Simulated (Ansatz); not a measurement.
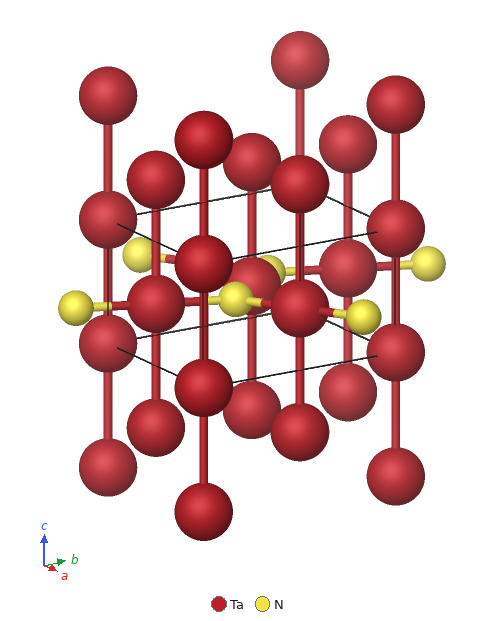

Ball-and-stick model, viewed slightly off an axis. Lines trace the edges of the conventional unit cell. Bonded atoms from the next cells complete the picture. Cell: a = 6.64 Å, b = 6.64 Å, c = 2.85 Å, α = 90.00°, β = 90.00°, γ = 120.00°.

Starting structure: a random cell made by a generator, so it need not be a real form of the compound. Earlier steps of the study may have refined or changed the cell and positions. It was run through Ansatz as a DFT input.

Q: Characterise what is shown.

A: Formula: Ta2N. It belongs to space group P6/mmm (No. 191) and has a primitive hexagonal lattice. The cell has 6 atoms, namely 4 Ta, 2 N. The coordination shell of N holds three Ta in a trigonal planar arrangement at about 1.9 Å. Ta takes two kinds of site: 3g with two Ta and two N in a distorted square planar arrangement (about 2.8 Å to Ta, 1.9 Å to N); 1a with two Ta in a linear arrangement at about 2.8 Å. Not all metal-metal contacts are counted.

Setup: DFT PBE, scalar-relativistic, plane waves, PAW in Ansatz; plane waves up to 420 eV, k-point mesh 6×6×14, Gaussian smearing of 0.1 eV, no spin polarisation.

Q: Metal, semiconductor or insulator?

A: A metal: bands cross the Fermi level.

Q: What does a Bader analysis give?

A: Ta -0.02 to +1.09 e; N -1.62 e.

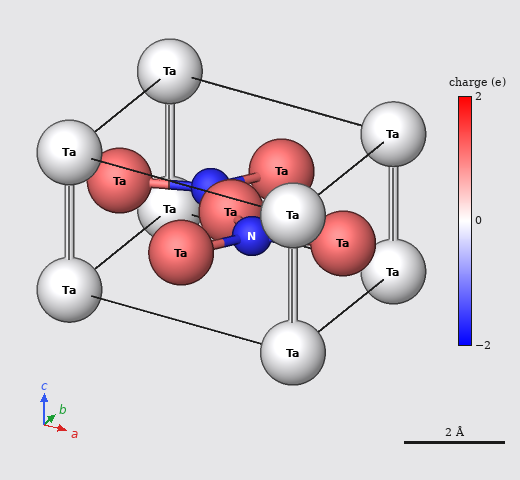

The atoms coloured by those charges. The run's cell of 6 atoms is drawn.

Q: Is the structure in equilibrium?

A: Yes. All forces vanish to within 0.01 eV/Å. The pressure is 0.0 GPa, close to zero.
